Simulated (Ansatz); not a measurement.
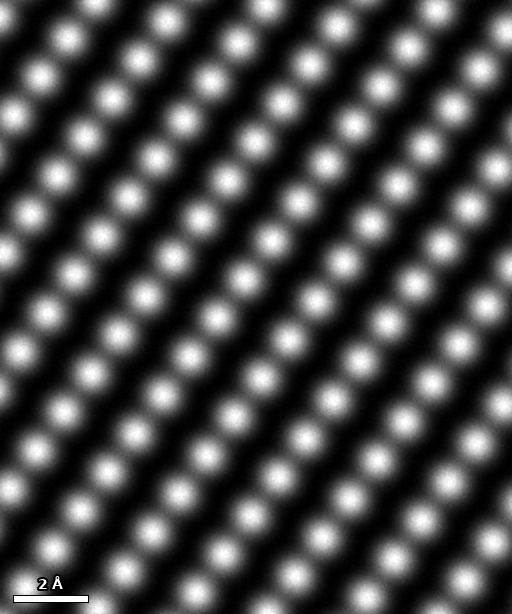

HAADF-like image of Ta (Pm-3m, No. 221). Simulated incoherent Z contrast: every atom adds Z^1.8 spread by a probe of 0.82 Å full width; channelling and multiple scattering are left out. Shot noise was added. Model: coordinates from a relaxation with DFT, PBE, plane waves (420 eV) with PAW, scalar-relativistic in Ansatz 0.2.0; the starting structure was generated, so it need not be a known form of this composition.

```
Ta
1.0
     2.74222    0.00000    0.00000
     0.00000    2.74222    0.00000
     0.00000    0.00000    2.74222
Ta
1
Cartesian
  0.0000 0.0000 0.0000
```

### Which beam direction gives this image, [211], [110], [221] or [111]? (Directions equivalent by symmetry count as one.)

[221]. The projected cells are 1.58 × 1.94 Å, 90° for [211]; 1.94 × 2.74 Å, 90° for [110]; 1.29 × 2.04 Å, 108° for [221]; 2.24 × 2.24 Å, 120° for [111], and the image repeats as the [221] one does.
